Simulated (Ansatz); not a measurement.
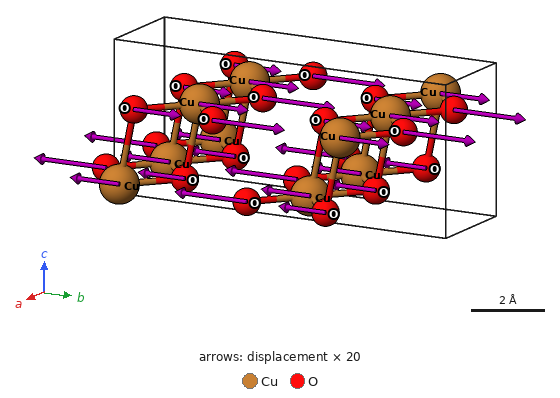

This is a relaxation of solid CuO₂ (set up in Cmcm). The starting structure is drawn; purple arrows show the displacements (the part carried along by the change of the cell is left out), magnified 20 times.

Style: ball-and-stick. Shown: the conventional cell (2 times the calculation's cell), repeated 2 × 1 × 1 with one cell outlined, from a free direction. Lengths and directions refer to the drawn axes.

The run lets cell and atoms move.

Method: Ansatz 0.2.0, Kohn-Sham DFT of a periodic cell, PBE, Ansatz PAW.

Input file:
```yaml
crystal:
  lattice:
    - [1.412615, -5.210747, 0.0]
    - [1.412615, 5.210747, 0.0]
    - [0.0, 0.0, 4.343424]
  atoms:
    - { symbol: Cu, position: [0.167253, 0.832747, 0.75] }
    - { symbol: Cu, position: [0.832747, 0.167253, 0.25] }
    - { symbol: O, position: [0.78897, 0.21103, 0.75] }
    - { symbol: O, position: [0.21103, 0.78897, 0.25] }
    - { symbol: O, position: [0.551486, 0.448514, 0.75] }
    - { symbol: O, position: [0.448514, 0.551486, 0.25] }
hamiltonian:
  xc: pbe
  pseudopotentials: { kind: paw }
kpoints:
  mp_grid: { grid: [10, 10, 6] }
scf:
  occupations: { method: fermi_dirac, width: 0.05 }
output:
  forces: true
  stress: true
  eigenvalues: true
  write_density: true
  write_potential: true
  elf: true
  volumetric_format: npy
relax:
  f_tol: 0.01
  max_steps: 40
  cell: { stress_tol: 0.05 }
```

Command:
```bash
ansatz run input.yaml --threads 2 --pin off --max-ram 5632MiB --backend cpu --events-out ev --progress --plain --runs-dir out
```

> Which element moves most?

Oxygen: up to 0.11 Å, against 0.08 Å for copper.

> Describe the change and its energy.

The largest moves relative to the cell, 0.11 Å, are those of O atoms. Largest moves by element: O 0.11 Å, Cu 0.08 Å. The drawn cell changes as follows: a 2.825 → 2.800 Å (−0.9 %), b 10.421 → 10.175 Å (−2.4 %), c 4.343 → 4.408 Å (+1.5 %); the volume changes by −1.8 %. Among the contacts that change: Cu–O 2.219 → 2.284 Å, Cu–O 1.899 → 1.871 Å, Cu–O 1.858 → 1.853 Å. Among the angles between lasting bonds that change: O–Cu–O 156.3° → 149.6°, Cu–O–Cu 156.3° → 149.6°, O–Cu–O 97.7° → 99.9°. The space group stays Cmcm (No. 63). The energy falls by 3.8 meV per atom in 8 accepted moves (11 points after the start). Largest force component: 0.25 eV/Å at the start, 0.0017 eV/Å at the end. The pressure goes from −1.69 to −0.01 GPa. The SCF was repeated 3 times at an unchanged geometry on a basis and grid sized afresh for the cell, which shifted the energy by 0.6 meV per atom at most.
